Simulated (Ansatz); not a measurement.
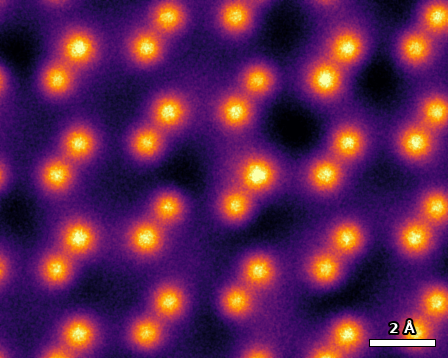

An image along [110] of one of the structures below (computed or model cells, partly hypothetical, each in its standard cell). Simulated as the projected potential of neutral atoms (B = 0.5 Å²) blurred by a 0.61 Å probe, the thin-sample limit of integrated differential phase contrast. Shot noise and the speckle of an amorphous layer were added.

A. Co
Space group P6/mmm (No. 191). a = 3.856 Å, b = 3.856 Å, c = 2.377 Å, α = 90.00°, β = 90.00°, γ = 120.00°
```json
{"atom": "Co", "site": "1a", "symmetry": "6/mmm", "x": "0.0000", "y": "0.0000", "z": "0.0000"}
{"atom": "Co", "site": "2d", "symmetry": "-6m2", "x": "0.3333", "y": "0.6667", "z": "0.5000"}
```

B. Co
Space group Fd-3m:1 (No. 227). a = 4.850 Å, b = 4.850 Å, c = 4.850 Å, α = 90.00°, β = 90.00°, γ = 90.00°
```
atom  site  symmetry       x       y       z
  Co    8b      -43m  0.2500  0.2500  0.7500
```

C. Co
Space group Fm-3m (No. 225). a = 3.545 Å, b = 3.545 Å, c = 3.545 Å, α = 90.00°, β = 90.00°, γ = 90.00°
| atom | site | symmetry | x | y | z |
| --- | --- | --- | --- | --- | --- |
| Co | 4a | m-3m | 0.0000 | 0.0000 | 0.0000 |

D. Co
Space group P6_3/mmc (No. 194). a = 2.485 Å, b = 2.485 Å, c = 8.089 Å, α = 90.00°, β = 90.00°, γ = 120.00°
| atom | site | symmetry | x | y | z |
| --- | --- | --- | --- | --- | --- |
| Co | 2a | -3m. | 0.0000 | 0.0000 | 0.0000 |
| Co | 2c | -6m2 | 0.3333 | 0.6667 | 0.2500 |

### Which structure was imaged?

B, Co. Along [110] the projected cells are A 2.38 × 3.34 Å, 90°; B 2.97 × 2.97 Å, 109°; C 2.17 × 2.17 Å, 109°; D 2.15 × 8.09 Å, 90°. The image repeats as B does.

Structure B: the end point of a relaxation with DFT, PBEsol, plane waves (420 eV) with PAW, scalar-relativistic (Ansatz 0.2.0); the starting structure was generated, so it need not be a known form of this composition.
